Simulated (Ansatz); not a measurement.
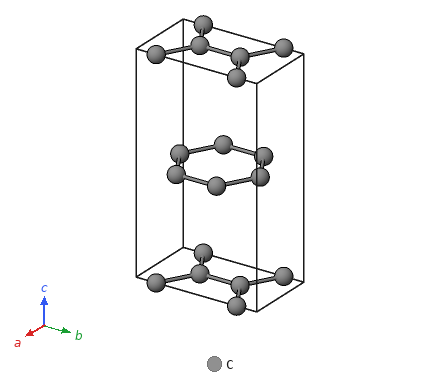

C, space group Fmmm (No. 69), a = 2.459 Å, b = 4.259 Å, c = 7.383 Å, α = 90.00°, β = 90.00°, γ = 90.00°

| site | Wyckoff | x | y | z |
| --- | --- | --- | --- | --- |
| C | 8h | 0.5000 | 0.6667 | 0.0000 |

Source: coordinates from a relaxation with Ansatz, DFT PBEsol, scalar-relativistic, plane waves, PAW.

Compute the Voronoi cell of each site (no radii): faces and volume.

| site | faces above 1 % of the sphere | volume (Å³) | solid angle by neighbour (%) |
| --- | --- | --- | --- |
| C | 9 | 9.66 | C 100 |

Weighted by multiplicity the volumes add up to the cell volume, 77.3 Å³.

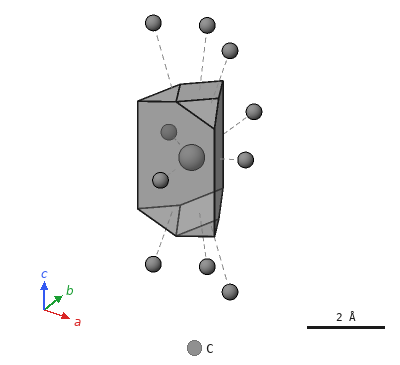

The computed Voronoi cell of C, with the neighbours that bound it.
